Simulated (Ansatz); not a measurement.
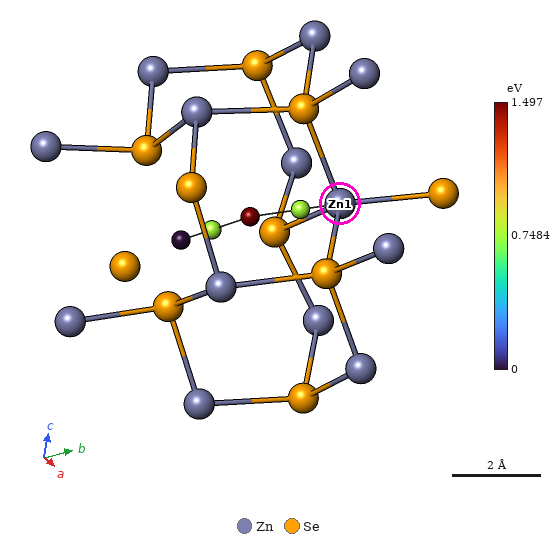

A search for the minimum-energy path of a defect cell of composition Zn$_{7}$Se$_{8}$ (cell charge −2) (15 atoms in the cell) by the nudged elastic band. Images are numbered from 0 (start) to 4 (end). The start is drawn whole; smaller spheres mark the moving atoms (Zn) in the later images, joined by lines and coloured by the energy of the image relative to the start. A ball-and-stick model of the atoms within 5.0 Å of the middle of the path, seen slightly off an axis. The moving atom is ringed, with any periodic copies. Bonds to atoms that aren't drawn are left out.

Computed with DFT LDA, scalar-relativistic, plane waves, PAW in Ansatz. Set-up: plane-wave cutoff 420 eV; k-point mesh 2 × 2 × 2; Gaussian smearing 0.02 eV; 3 movable images; climbing image.

Describe the path and its energy.

A Zn atom travels furthest, 3.94 Å from end to end, along −b, on a path that bends up to 0.64 Å away from the straight line. At the highest image its nearest neighbour (Se) is 2.37 Å away, against 2.39 Å at the start, and the surrounding atoms stand up to 0.56 Å off the mean of their end positions. The barrier is about 1.50 eV in both directions, with image 2 at the top; the ends have the same energy. The band converged in 11 iterations, with a climbing image at the top.

Limits of the set-up: the periodic images lie only 7.9 Å apart, so the values are limited by the cell's size; the cell is charged, on a uniform background, and energies carry no finite-size correction.

Cost: 4.7 min on 4 threads of Intel(R) Xeon(R) Platinum 8488C (Sapphire Rapids), on a shared host, peak memory 2 GiB.
